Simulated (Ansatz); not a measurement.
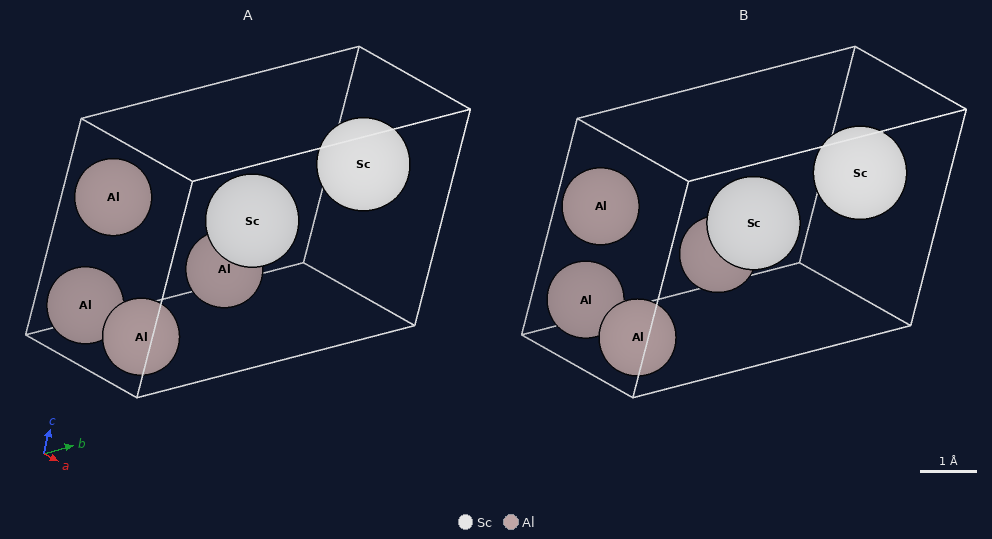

Two geometries of a crystal of ScAl$_{2}$ (set up in P1), drawn at one scale. One is the start of a relaxation, the other its converged end. Style: spheres-only. Shown: the cell of the calculation, reduced to other axes, slightly off an axis. Lengths and directions refer to the drawn axes.

Level of theory: DFT r2SCAN, scalar-relativistic, plane waves, PAW (Ansatz 0.2.0). (plane-wave cutoff 500 eV; k-point mesh 6 × 6 × 6; occupations gaussian; smearing width 0.1 eV; no spin polarisation; cell and atoms relaxed; force threshold 0.005 eV/Å; at most 100 steps)

> Which of the two is the end point?

Structure A is the relaxed one. Case: cure: more steps. The energy falls by 171 meV per atom in 3 accepted moves (4 points after the start). The largest force component goes from 2.4 to 0.0009 eV/Å. Pressure: 3.95 GPa at the start and −0.01 GPa at the end. The SCF was repeated once at an unchanged geometry on a basis and grid sized afresh for the cell, which shifted the energy by less than 0.05 meV per atom at most. The largest move relative to the cell is that of an Al atom, 0.29 Å along [1 0 −1]. Largest moves by element: Al 0.29 Å, Sc 0.16 Å. The drawn cell changes at constant volume: a = b = c 5.342 → 5.343 Å (0.0 %). Near-neighbour distances that change, for instance: Al–Sc 2.737 → 3.133 Å, Al–Sc 3.483 → 3.133 Å, Al–Sc 3.419 → 3.133 Å, Al–Al 2.941 → 2.672 Å. The space group (tolerance 0.01 Å) goes from P1 (No. 1) to Fd-3m (No. 227).
